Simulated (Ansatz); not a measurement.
# A series of single points on SnSe2

System: SnSe2 (P-3m1, 3 atoms in the cell).
Method: Kohn-Sham DFT of a periodic cell, PBE with D4, Ansatz PAW, no spin polarisation (Ansatz 0.2.0).

The 5 runs differ only in the geometry, by an even scaling of the cell at fixed fractional positions. The structure derives from an entry of the Crystallography Open Database.

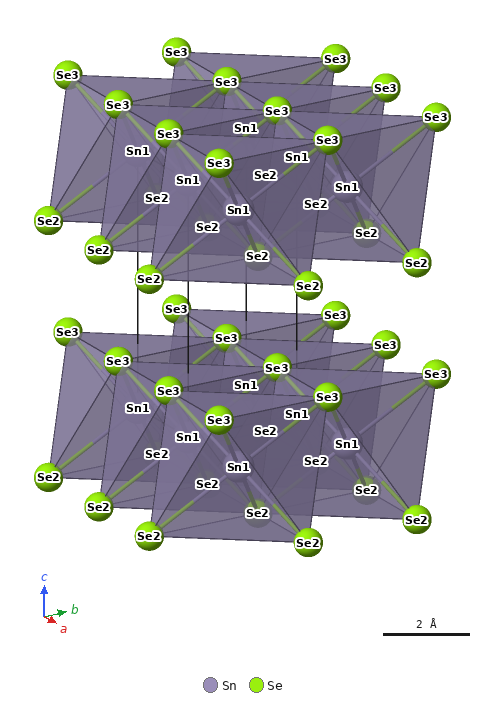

Figure 1. The structure of run 3 (polyhedral view of the cell of the calculation, repeated 2 × 1 × 1, seen at an oblique angle; polyhedra are completed across the faces of the cell; atoms are numbered from 1 in the order of the input).

## Input of run 3
```yaml
crystal:
  lattice:
    - [3.811, 0.0, 0.0]
    - [-1.9055, 3.3004228138, 0.0]
    - [0.0, 0.0, 6.136]
  atoms:
    - { symbol: Sn, position: [0.0, 0.0, 0.0] }
    - { symbol: Se, position: [0.6666666667, 0.3333333333, 0.751] }
    - { symbol: Se, position: [0.3333333333, 0.6666666667, 0.249] }
hamiltonian:
  xc: pbe
  pseudopotentials: { kind: paw }
  dispersion: d4
kpoints:
  mp_grid: { grid: [8, 8, 5] }
scf:
  occupations: { method: fermi_dirac, width: 0.05 }
output:
  forces: true
  stress: true
  eigenvalues: true
```

Command:
```bash
ansatz run input.yaml --threads 2 --pin off --max-ram 5120MiB --backend cpu --events-out ev --progress --plain --runs-dir out
```

Run 4 differs from it as follows:
```diff
-    - [3.811, 0.0, 0.0]
-    - [-1.9055, 3.3004228138, 0.0]
-    - [0.0, 0.0, 6.136]
+    - [3.8362391461, 0.0, 0.0]
+    - [-1.9181195731, 3.3222805555, 0.0]
+    - [0.0, 0.0, 6.1766369459]
```

## Results, with one run withheld

```csv
run,volume per atom (Å³),"free energy per atom, from the lowest run given (meV)",pressure (GPa),gap on the mesh (eV)
1,24.697,42.01,6.65,0.86
2,25.212,23.68,4.80,0.84
3,25.726,10.95,3.16,0.81
4,26.241,?,?,?
5,26.755,0.00,0.36,0.76
```

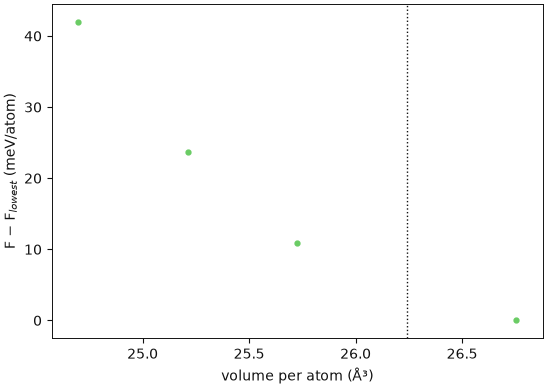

Figure 2. Free energy per atom of the runs given; the dotted line marks run 4.

What should run 4 give?

A quadratic polynomial in V^(−2/3) (the Birch–Murnaghan form), fitted to the 4 runs given, misses them by at most 0.01 meV per atom. With x = V^(−2/3) − 0.11519 Å⁻², it reads F = 14.062 + 7530.9 x + 9.9877e+05 x² (meV per atom). At run 4 it gives 3.19 meV per atom, and the run itself gives 3.23. The slope of the fit gives a pressure −dF/dV of 1.68 GPa there, and the run prints 1.68 GPa. The fit has no minimum inside this range. The gap on the mesh goes, without turning, from 0.86 eV in run 1 to 0.76 eV in run 5; run 4 has 0.78 eV. These are gaps of this functional on this mesh, which can miss the band edges; they aren't the measured gap.

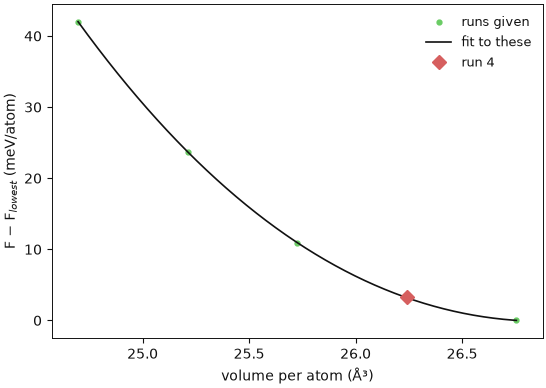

Figure 3. The fit and the withheld run.

## Output, shortened to warnings, some set-up lines, iterations and results (run 4)
```
Basis set: ecut = 420 eV, 1545 PW (Γ), exchange–correlation on 54×54×90 points (8 copies of the dense FFT grid, shifted against one another)
Symmetry: 12 space group operations
k-points: 40 of 320
Initial density: superposition of atomic densities (neutral atoms: chi_scale 0, normalization atom), corrected by the library's trained network
[...]
SCF iter   1: F=—  HF=-16964.486878 eV  |F-HF|=—  |Δ(HF+E_count)|=         —  Δρ=1.56e-3  dr2=3.15e-3  ethr=1.77e-3  ⟨swp⟩=6.5  Hψ=4985  notcnv=0
SCF iter   2: F=—  HF=-16964.485664 eV  |F-HF|=—  |Δ(HF+E_count)|=   1.21e-3  Δρ=7.03e-4  dr2=2.38e-4  ethr=6.85e-6  ⟨swp⟩=2.9  Hψ=2347  notcnv=0  defer=3
SCF iter   3: F=—  HF=-16964.485763 eV  |F-HF|=—  |Δ(HF+E_count)|=   9.86e-5  Δρ=3.32e-4  dr2=4.46e-5  ethr=5.17e-7  ⟨swp⟩=2.0  Hψ=2022  notcnv=0  defer=3
SCF iter   4: F=—  HF=-16964.485796 eV  |F-HF|=—  |Δ(HF+E_count)|=   3.39e-5  Δρ=1.03e-4  dr2=4.94e-6  ethr=9.70e-8  ⟨swp⟩=2.0  Hψ=1422  notcnv=0  defer=3
SCF iter   5: F=—  HF=-16964.485802 eV  |F-HF|=—  |Δ(HF+E_count)|=   5.89e-6  Δρ=1.81e-5  dr2=2.49e-7  ethr=1.07e-8  ⟨swp⟩=2.0  Hψ=1422  notcnv=0  defer=3
SCF iter   6: F=-16964.485803 eV  HF=-16964.485803 eV  |F-HF|=2.38e-8  |Δ(HF+E_count)|=   3.12e-7  Δρ=5.96e-6  dr2=3.61e-8  ethr=2.17e-10  ⟨swp⟩=6.9  Hψ=5106  notcnv=0
SCF 1 converged in 6 iterations: F = -16964.485803 eV  dr2 = 3.61e-8
SCF converged after 6 iterations
Free energy (F): -16964.485803 eV
Harris-Foulkes:  -16964.485803 eV  (|F-HF|=2.38e-8)
Internal energy: -16964.485777 eV  (E = F + TS)
E sigma→0 (E₀):  -16964.485790 eV
Entropy (-TS):   -0.000026 eV (-0.009 meV/atom)
Fermi energy:    8.234038 eV
--- Per-component energies (eV) ---
  E_band       = -869.411003
  E_kinetic    = 425.721747
  E_local      = -6149.950086  (includes V_loc(G=0)·N_el)
  E_nonlocal   = -1222.456887
  E_hartree    = 3146.951960
  E_xc         = -590.102464
  E_vxc        = -291.700672  (∫ρ·V_xc dr)
  E_paw        = -7963.815574  (= ΣΔE_a)
  E_vpaw       = 75.074493  (= ΣTr[D̂ρ^β])
  E_aug_tail   = -0.001233  (compensation charges beyond the density's cutoff)
  E_ewald      = -4609.666142
  E_disp       = -1.167097  (pairwise vdW)
  E_smearing   = -0.000026  (= −TS)
  E_closure    = 0.000000  (closes the sum)
  Σ components = -16964.485803   (vs F -16964.485803, Δ=0.00e0)
--- Forces (eV/Å), atoms counted from 1 ---
  atom   1  Sn    -0.00000000    -0.00000000     0.00000000
  atom   2  Se    -0.00000000    -0.00000000    -0.60415262
  atom   3  Se     0.00000000     0.00000000     0.60415262
  max |Σ_I F_I| component: 1.85e-17 eV/Å
--- Stress (GPa, compression-positive) ---
        1.146813      -0.000000      -0.000000
       -0.000000       1.146813       0.000000
       -0.000000       0.000000       2.742036
  P = ⅓ Tr σ = 1.6786 GPa (16.786 kbar)
```
